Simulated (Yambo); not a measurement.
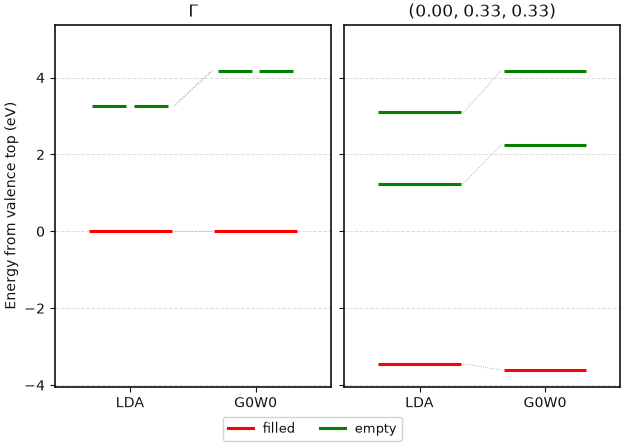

Levels at Γ and (0.00, 0.33, 0.33) in LDA and in G0W0, each set counted from its own valence top. Only the states that were corrected are drawn, so degenerate partners can be missing.

System: zincblende BAs, space group F-43m, 2 atoms in the primitive cell; cubic a = 4.777 Å. Starting point: LDA, PseudoDojo 0.4.1 SR LDA standard, no spin polarisation, no spin-orbit coupling, 6×6×6 k mesh, 1088 eV cutoff, fixed occupations (Yambo). Many-body step: G0W0 with frequency dependence of W plasmon pole, bands in the response 159, bands in the self-energy 159, cutoff of the response matrix 12 Ry and cutoff of exchange and Vxc 80 Ry.

Question: By how much does the gap open?

Answer: Over the k points that were corrected, the smallest gap goes from 1.24 eV in LDA (Γ to (0.00, 0.33, 0.33)) to 2.25 eV in G0W0 (Γ to (0.00, 0.33, 0.33)), a change of +1.01 eV (+81 %).

Question: What are the quasiparticle weights at the band edges?

Answer: The quasiparticle weight (renormalisation factor) lies between 0.79 and 0.81 for the top filled and first empty levels.

Question: Is the correction a rigid shift of the empty levels?

Answer: Counted from the valence top, the lowest empty level moves by +0.91 eV at Γ and +1.01 eV at (0.00, 0.33, 0.33): a spread of 0.10 eV on a mean of 0.96 eV, so one scissor shift describes this level well. Only two empty levels a point were corrected, so a higher one could drop under them. The top filled level also moves against the valence top, by −0.16 eV at (0.00, 0.33, 0.33).

```
           k point  LDA direct gap (eV)  G0W0 direct gap (eV)
                 Γ                 3.27                  4.17
(0.00, 0.33, 0.33)                 4.69                  5.86
```

The potentials hold a filled d shell without the s and p states of that shell, which can shift GW gaps by tenths of an eV, either way. This k mesh misses the band edges, so its gaps are larger than the crystal's. Spin-orbit coupling is left out, which matters for As. The k mesh is thin for GW. Bands, cutoffs and mesh are finite, so these values aren't at the basis limit.
